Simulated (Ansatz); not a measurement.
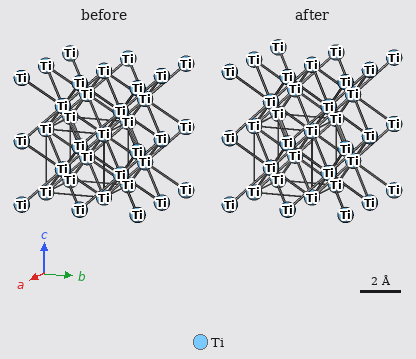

The structure of crystalline Ti (set up in I4/mmm) before (left) and after (right) a relaxation, at one scale.

The picture is a ball-and-stick view of the cell of the calculation, repeated 2 × 2 × 2 with one cell outlined, seen from a free direction.

Case: biaxial strain in the a-b plane of -2.0 %; c and atoms relaxed.

All numbers below come from DFT r2SCAN, scalar-relativistic, plane waves, PAW in Ansatz 0.2.0. (plane-wave cutoff 500 eV; k-point mesh 16 × 16 × 16; occupations gaussian; smearing width 0.1 eV; no spin polarisation; cell relaxed at fixed a, b, gamma; force threshold 0.008 eV/Å; at most 40 steps)

Q: Summarise the run.

A: Over 4 accepted moves (6 points after the start) the energy falls by 9.6 meV per atom. All forces vanish by symmetry, so only the cell relaxes. Pressure: 3.38 GPa at the start and −1.72 GPa at the end. The SCF was repeated twice at an unchanged geometry on a basis and grid sized afresh for the cell, which shifted the energy by 0.5 meV per atom at most. The atoms keep their places relative to the cell (all moves are under 0.005 Å). Cell: a = b unchanged at 3.187 Å, c 3.291 → 3.448 Å (+4.8 %). Volume +4.8 %. Some distances before and after: Ti–Ti 2.790 → 2.837 Å. The space group stays I4/mmm (No. 139). Cost: 5.6 min on 1 thread of Intel(R) Xeon(R) Processor @ 2.50GHz (Skylake/Cascade Lake), on a shared host, peak memory 0.63 GiB.
